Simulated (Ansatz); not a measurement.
# HfSi2: geometry relaxation (part 1 of 2)

HfSi2 (6 atoms in the cell), computed with DFT PBEsol, scalar-relativistic, plane waves, PAW, no spin polarisation (Ansatz 0.2.0).

The structure derives from an entry of the Crystallography Open Database. Figures and captions count atoms from 1; the log counts them from 0 in places.

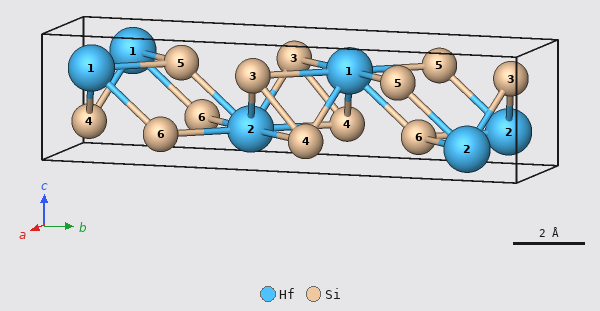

**Figure 1.** The structure as given in the input (ball-and-stick view of the cell 2 times as large as that of the calculation, set on its symmetry axes, seen slightly off an axis; atoms are numbered from 1 in the order of the input).

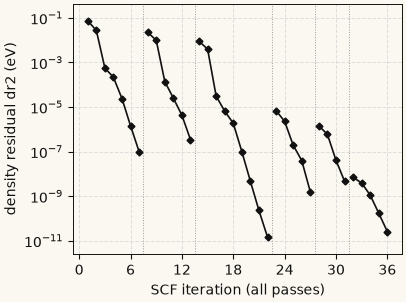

**Figure 2.** Convergence of the self-consistent field: density residual dr2 against the SCF iteration. The dotted lines part the SCF passes of the relaxation: geometry steps, rejected trials and re-solves on a re-selected basis. The 6 passes take 4 to 9 iterations each, 36 in all.

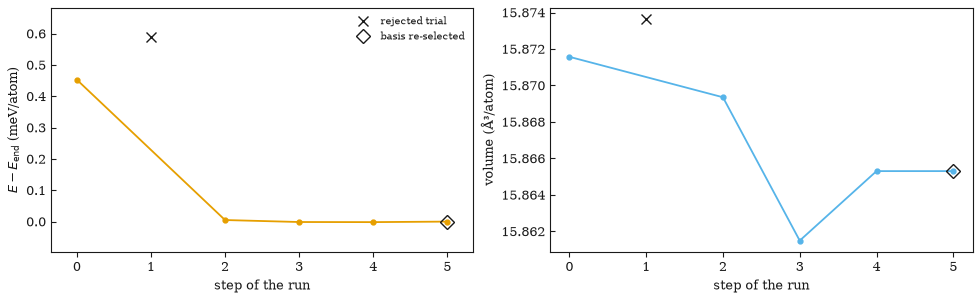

**Figure 3.** Progress of the relaxation, step by step (the first geometry is step 0 here and step 1 in the log).

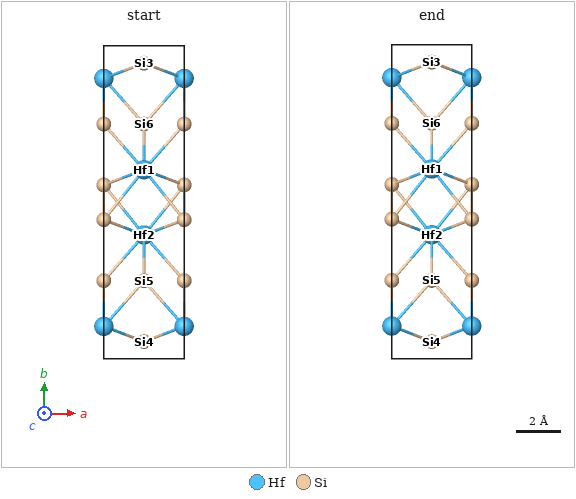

**Figure 4.** Before (left) and after (right) the relaxation, at one scale (ball-and-stick view of the cell 2 times as large as that of the calculation, set on its symmetry axes, along the c axis). The largest moves relative to the cell, 0.008 Å, are those of Hf1 and Hf2. By element the largest moves are Hf 0.008 Å, Si 0.005 Å. The drawn cell changes at constant volume: a 3.670 → 3.650 Å (−0.5 %), b 14.300 → 14.345 Å (+0.3 %), c 3.629 → 3.636 Å (+0.2 %). Among the contacts that change: Hf1–Si5 2.778 → 2.768 Å. The space group stays Cmcm (No. 63). After 4 geometry steps the energy has fallen by 0.5 meV per atom. Largest force component: 0.085 eV/Å at the start, 0.00019 eV/Å at the end. The pressure goes from −0.17 to 0.00 GPa. The line search rejected the trial step at point 1 (counted from 0) and went back. A last SCF at the same geometry on a re-selected plane-wave basis shifts the energy by +0.0 meV per atom. (Atoms are counted from 1 in the order of the input.)

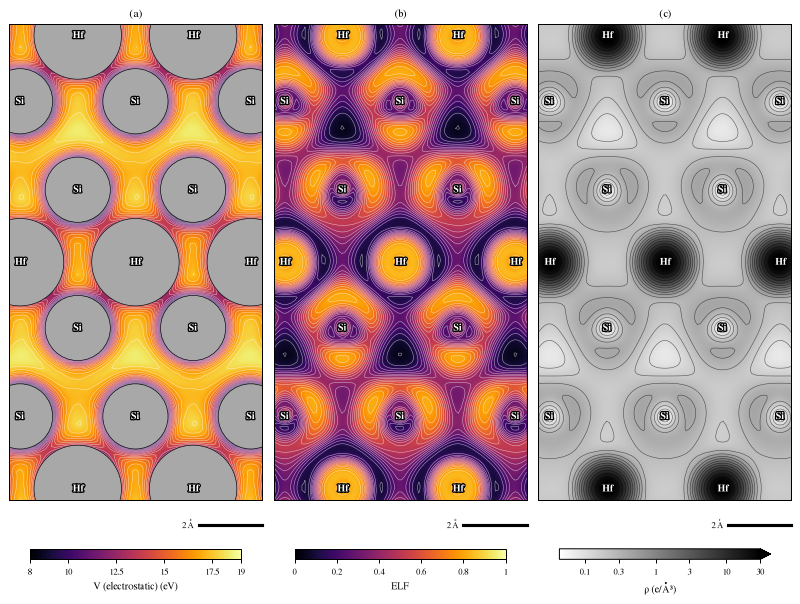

**Figure 5.** (a) electrostatic potential (local pseudopotential plus Hartree) felt by an electron; (b) ELF; (c) valence electron density on the (001) plane of the conventional cell. Grey discs, where drawn, cover atomic cores. Atoms in the plane: Hf and Si. Hf–Si (2.77 Å): ρ at the midpoint is about 0.3 e/Å³; the ELF is about 0.40 at the midpoint; no shared pair; the contact is polar. Hf–Si (2.93 Å): ρ at the midpoint is about 0.24 e/Å³; the ELF is about 0.25 at the midpoint; no shared pair; the contact is polar. Away from the nuclei the density in this plane falls to 0.08 e/Å³ at its lowest. The strong features right at Hf lie inside the PAW spheres (semicore, d or f shells) and say nothing about bonding. Outside the cores the potential energy rises away from the atoms and is highest about 1.9 Å from the nearest atoms; outside the discs it spans about 9 eV, and its zero is arbitrary. The fields are those of the smooth PAW valence density.

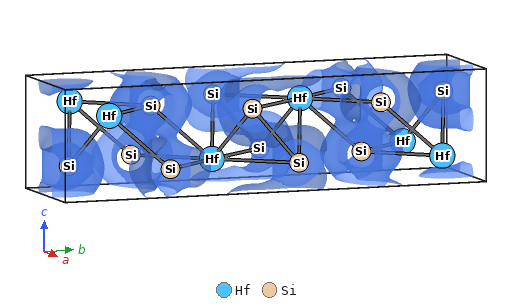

**Figure 6.** Isosurface of the ELF at 0.65 (blue), seen slightly off an axis. Core shells and regions of very low density are left out. Sticks mark near contacts. The outline is the cell set on symmetry axes. Profiles from the grid: Si–Si (2.41 Å): the ELF peaks at about 0.70 between the atoms. Hf–Si (2.67 Å): the ELF is about 0.35 at the midpoint; a polar contact without a shared pair, in a metal.

These pictures come from the run below.

**Input**
```yaml
crystal:
  lattice:
    - [1.8348578261, -7.1501258585, 0.0]
    - [1.8348578261, 7.1501258585, 0.0]
    - [0.0, 0.0, 3.6293183206]
  atoms:
    - { symbol: Hf, position: [0.8958508332, 0.1041491668, 0.75] }
    - { symbol: Hf, position: [0.1041491668, 0.8958508332, 0.25] }
    - { symbol: Si, position: [0.5555194619, 0.4444805381, 0.75] }
    - { symbol: Si, position: [0.4444805381, 0.5555194619, 0.25] }
    - { symbol: Si, position: [0.2499766166, 0.7500233834, 0.75] }
    - { symbol: Si, position: [0.7500233834, 0.2499766166, 0.25] }
basis:
  ecutwfc: 420
kpoints:
  mp_grid: { grid: [10, 10, 10] }
hamiltonian:
  xc: pbesol
scf:
  occupations: { method: gaussian, width: 0.1 }
output:
  forces: true
  stress: true
  eigenvalues: true
  write_density: true
  write_potential: true
  elf: true
  volumetric_format: npy
relax:
  adjacent_minimum: "off"
  f_tol: 0.005
  max_steps: 80
  cell: { stress_tol: 0.05 }
```

Launched with:
```bash
ansatz run input.yaml --threads 1 --pin off --max-ram 2560MiB --backend cpu --events-out ev --progress --plain --runs-dir out
```

**What the program printed**
```
basis.fft_grid_basis auto: the FFT boxes are laid along the combinations [[1, 1, 0], [0, 1, 0], [0, 0, 1]] of the cell's own vectors, 3.670, 7.382 and 3.629 Å long. The dense box has 25×50×25 points. Along the cell's own vectors, as sized, it would have 50×50×25, 2.00 times as many. Of the 8 symmetry operations that the crystal satisfies within crystal.symmetry.tolerance (time reversal apart; of a slab, those that keep its plane) the dense box along the cell's own vectors carries 8, and the one as laid loses 4 of those. basis.fft_grid_basis: typed keeps the cell's own vectors: state it where this run's energies or levels are differenced outside the engine with another run's, or held beside a run that keeps those vectors. Those combinations have planes normal to reciprocal vector 3, as the cell's own vectors have. Each planar average written beside output.write_density, output.write_potential has a row for each plane of the box: 25. The volumetric files lie along those combinations, not along the cell's own vectors: a cube or XSF file states them, and fields.json those of NumPy files.
Engine: ansatz 0.2.0, x86_64-unknown-linux-gnu
Pseudopotentials: kind: paw
Pseudopotential: Hf, paw, valence charge 26, recommended cutoff 420 eV (normal), Hf.paw.azcp
Pseudopotential: Si, paw, valence charge 4, recommended cutoff 420 eV (normal), Si.paw.azcp
Functional definition: PBEsol
  exchange = pbesol_x
  correlation = pbesol_c
Crystal: 6 atoms, lattice volume = 95.229 Å³
Basis set: ecut = 420 eV, 1865 PW (Γ), FFT grids on a1+a2, a2, a3, exchange–correlation on 50×100×50 points (8 copies of the dense FFT grid, shifted against one another)
Bands: 41, of which v1, the nominal top of the filled ones, is band 34 counted from 1 (33 counted from 0)
Symmetry: 8 space group operations
Space group: Cmcm (ITA 63), of the structure as read, at distance tolerance 4.6e-5 Å
k-points: 186 of 1000
Non-local potential: Hf, projectors of the file, l = 0: 3, l = 1: 2, l = 2: 2, l = 3: 3
Non-local potential: Si, projectors of the file, l = 0: 2, l = 1: 2, l = 2: 2
PAW form: soft (Blöchl's): semilocal exchange-correlation on the pseudo side does not see the compensation charge
PAW frozen core: Hf, regenerated for the run's functional, and the local potential with it (the file was generated under x = pbe(κ = 0.804, μ = 0.2195149727645171), c = pbe(β = 0.06672455060314922))
PAW frozen core: Si, regenerated for the run's functional, and the local potential with it (the file was generated under x = pbe(κ = 0.804, μ = 0.2195149727645171), c = pbe(β = 0.06672455060314922))
PAW one-centre angular grid: Hf, 590 points (default); XC on 64 Gauss nodes
PAW one-centre angular grid: Si, 110 points (default); XC on 64 Gauss nodes
Initial density: superposition of atomic densities (neutral atoms: chi_scale 0, normalization atom), corrected by the library's trained network
Initial wavefunctions: pseudopotential atomic-orbital guess
Functional: x = pbesol(κ = 0.804, μ = 0.12345679012345678), c = pbesol(β = 0.046)
SCF iter   1: F=—  HF=-33686.016808 eV  |F-HF|=—  |Δ(HF+E_count)|=         —  Δρ=4.74e-3  dr2=7.37e-2  ethr=1.77e-3  ⟨swp⟩=6.4  Hψ=29847  notcnv=0
preconditioner: auto → Kerker (q_TF=auto, 2.579 Å⁻¹)  [metal: Δε(μ)=0.011 eV  Ē_g=10.990 eV  σ=0.100 eV  W_gap=0.06  n_scr=30 (ndim 8)  ℏωp=27.4 eV  f_vac=0.000  D(μ)=1.33/eV (n_scr^D=2)]
SCF iter   2: F=—  HF=-33686.008938 eV  |F-HF|=—  |Δ(HF+E_count)|=   7.87e-3  Δρ=2.75e-3  dr2=2.75e-2  ethr=1.08e-4  ⟨swp⟩=1.0  Hψ=9116  notcnv=0  defer=1
SCF iter   3: F=—  HF=-33686.004878 eV  |F-HF|=—  |Δ(HF+E_count)|=   4.06e-3  Δρ=3.81e-4  dr2=5.60e-4  ethr=4.04e-5  ⟨swp⟩=2.0  Hψ=9024  notcnv=0  defer=1
SCF iter   4: F=—  HF=-33686.004996 eV  |F-HF|=—  |Δ(HF+E_count)|=   1.18e-4  Δρ=4.50e-4  dr2=2.15e-4  ethr=8.23e-7  ⟨swp⟩=2.0  Hψ=13646  notcnv=0  defer=1
SCF iter   5: F=—  HF=-33686.004716 eV  |F-HF|=—  |Δ(HF+E_count)|=   2.80e-4  Δρ=7.74e-5  dr2=2.38e-5  ethr=3.16e-7  ⟨swp⟩=2.0  Hψ=13636  notcnv=0  defer=1
SCF iter   6: F=—  HF=-33686.004690 eV  |F-HF|=—  |Δ(HF+E_count)|=   2.53e-5  Δρ=2.78e-5  dr2=1.43e-6  ethr=3.49e-8  ⟨swp⟩=2.0  Hψ=12162  notcnv=0  defer=1
SCF iter   7: F=-33686.004690 eV  HF=-33686.004690 eV  |F-HF|=5.19e-8  |Δ(HF+E_count)|=   5.93e-7  Δρ=6.74e-6  dr2=9.84e-8  ethr=1.47e-10  ⟨swp⟩=11.2  Hψ=58686  notcnv=0
SCF 1 converged in 7 iterations: F = -33686.004690 eV  dr2 = 9.84e-8
  greatest PAW one-centre occupation: 0.998 electrons in one spin orbital (limit 2), on the Hf atom at site 1 (counted from 0), in its partial waves of l = 3
relax step   1: F+E_penalty+E_count = -33686.00468971 eV  Δ(F+E_penalty+E_count) = +0.000e0 eV  max|allowed force component| = 8.531e-2 eV/Å  Δτ_max = 0.0000 Å  P = -0.174 GPa  Ω = 95.229 Å³  (7 SCF iters, dr2 threshold 1.00e-7 eV, accepted)
Crystal: 6 atoms, lattice volume = 95.242 Å³
Basis set: ecut = 420 eV, 1867 PW (Γ), FFT grids on a1+a2, a2, a3, exchange–correlation on 50×100×50 points (8 copies of the dense FFT grid, shifted against one another)
Initial density: handed on by an earlier stage of this run
Initial wavefunctions: those handed on with the density
iter 1 solved again at ethr=3.26e-5 eV; its pass at ethr=3.10e-3 eV (dr2=2.22e-2 eV) is discarded
SCF iter   1: F=—  HF=-33686.008168 eV  |F-HF|=—  |Δ(HF+E_count)|=         —  Δρ=2.49e-3  dr2=2.25e-2  ethr=3.26e-5  ⟨swp⟩=1.5  Hψ=34179  notcnv=0
preconditioner: auto → Kerker (q_TF=auto, 2.579 Å⁻¹)  [metal: Δε(μ)=0.010 eV  Ē_g=10.972 eV  σ=0.100 eV  W_gap=0.05  n_scr=30 (ndim 8)  ℏωp=27.4 eV  f_vac=0.000  D(μ)=1.29/eV (n_scr^D=2)]
SCF iter   2: F=—  HF=-33686.005809 eV  |F-HF|=—  |Δ(HF+E_count)|=   2.36e-3  Δρ=1.47e-3  dr2=9.92e-3  ethr=3.26e-5  ⟨swp⟩=1.0  Hψ=7632  notcnv=0
SCF iter   3: F=—  HF=-33686.003935 eV  |F-HF|=—  |Δ(HF+E_count)|=   1.87e-3  Δρ=2.58e-4  dr2=1.39e-4  ethr=1.46e-5  ⟨swp⟩=2.0  Hψ=9048  notcnv=0
SCF iter   4: F=—  HF=-33686.003915 eV  |F-HF|=—  |Δ(HF+E_count)|=   2.08e-5  Δρ=1.61e-4  dr2=2.51e-5  ethr=2.04e-7  ⟨swp⟩=2.0  Hψ=13975  notcnv=0
SCF iter   5: F=—  HF=-33686.003875 eV  |F-HF|=—  |Δ(HF+E_count)|=   3.95e-5  Δρ=6.81e-5  dr2=4.25e-6  ethr=3.70e-8  ⟨swp⟩=2.0  Hψ=13957  notcnv=0
SCF iter   6: F=-33686.003874 eV  HF=-33686.003874 eV  |F-HF|=2.43e-7  |Δ(HF+E_count)|=   8.04e-7  Δρ=1.34e-5  dr2=3.43e-7  ethr=8.82e-10  ⟨swp⟩=8.8  Hψ=62138  notcnv=0
SCF 2 converged in 6 iterations: F = -33686.003874 eV  dr2 = 3.43e-7
relax step   2: F+E_penalty+E_count = -33686.00387404 eV  Δ(F+E_penalty+E_count) = +8.157e-4 eV  max|allowed force component| = 1.661e-1 eV/Å  Δτ_max = 0.0195 Å  P = +0.037 GPa  Ω = 95.242 Å³  energy of the carried Pulay correction = -3.033e-6 eV  (6 SCF iters, dr2 threshold 6.00e-7 eV, rejected (line search))
Crystal: 6 atoms, lattice volume = 95.216 Å³
Basis set: ecut = 420 eV, 1861 PW (Γ), FFT grids on a1+a2, a2, a3, exchange–correlation on 50×100×50 points (8 copies of the dense FFT grid, shifted against one another)
iter 1 solved again at ethr=1.28e-5 eV; its pass at ethr=3.10e-3 eV (dr2=8.69e-3 eV) is discarded
SCF iter   1: F=—  HF=-33686.008992 eV  |F-HF|=—  |Δ(HF+E_count)|=         —  Δρ=1.49e-3  dr2=8.84e-3  ethr=1.28e-5  ⟨swp⟩=1.9  Hψ=28970  notcnv=0
preconditioner: auto → Kerker (q_TF=auto, 2.579 Å⁻¹)  [metal: Δε(μ)=0.012 eV  Ē_g=10.971 eV  σ=0.100 eV  W_gap=0.07  n_scr=30 (ndim 8)  ℏωp=27.4 eV  f_vac=0.000  D(μ)=1.31/eV (n_scr^D=2)]
SCF iter   2: F=—  HF=-33686.008119 eV  |F-HF|=—  |Δ(HF+E_count)|=   8.73e-4  Δρ=8.84e-4  dr2=4.01e-3  ethr=1.28e-5  ⟨swp⟩=1.0  Hψ=7630  notcnv=0
SCF iter   3: F=—  HF=-33686.007408 eV  |F-HF|=—  |Δ(HF+E_count)|=   7.12e-4  Δρ=1.64e-4  dr2=3.09e-5  ethr=5.90e-6  ⟨swp⟩=2.0  Hψ=9048  notcnv=0
SCF iter   4: F=—  HF=-33686.007386 eV  |F-HF|=—  |Δ(HF+E_count)|=   2.15e-5  Δρ=7.69e-5  dr2=6.49e-6  ethr=4.54e-8  ⟨swp⟩=2.0  Hψ=13983  notcnv=0
SCF iter   5: F=—  HF=-33686.007378 eV  |F-HF|=—  |Δ(HF+E_count)|=   8.58e-6  Δρ=3.71e-5  dr2=1.87e-6  ethr=9.55e-9  ⟨swp⟩=2.0  Hψ=13959  notcnv=0
SCF iter   6: F=—  HF=-33686.007377 eV  |F-HF|=—  |Δ(HF+E_count)|=   6.48e-7  Δρ=9.13e-6  dr2=1.00e-7  ethr=2.75e-9  ⟨swp⟩=2.0  Hψ=12390  notcnv=0
SCF iter   7: F=—  HF=-33686.007377 eV  |F-HF|=—  |Δ(HF+E_count)|=   2.44e-8  Δρ=1.95e-6  dr2=4.67e-9  ethr=1.47e-10  ⟨swp⟩=2.0  Hψ=10409  notcnv=0
SCF iter   8: F=—  HF=-33686.007377 eV  |F-HF|=—  |Δ(HF+E_count)|=  5.09e-10  Δρ=4.75e-7  dr2=2.28e-10  ethr=6.86e-12  ⟨swp⟩=2.1  Hψ=10718  notcnv=0
SCF iter   9: F=-33686.007377 eV  HF=-33686.007377 eV  |F-HF|=7.28e-12  |Δ(HF+E_count)|=  8.00e-11  Δρ=1.07e-7  dr2=1.46e-11  ethr=1.00e-12  ⟨swp⟩=6.4  Hψ=38930  notcnv=0
the search or the solves at the SCF's close seem to have found levels that the self-consistency loop had missed (the run counts 2). By its estimate they hold under 1e-12 electrons; where the run keeps them, the occupations were computed again with them
SCF 3 converged in 9 iterations: F = -33686.007377 eV  dr2 = 1.46e-11
```
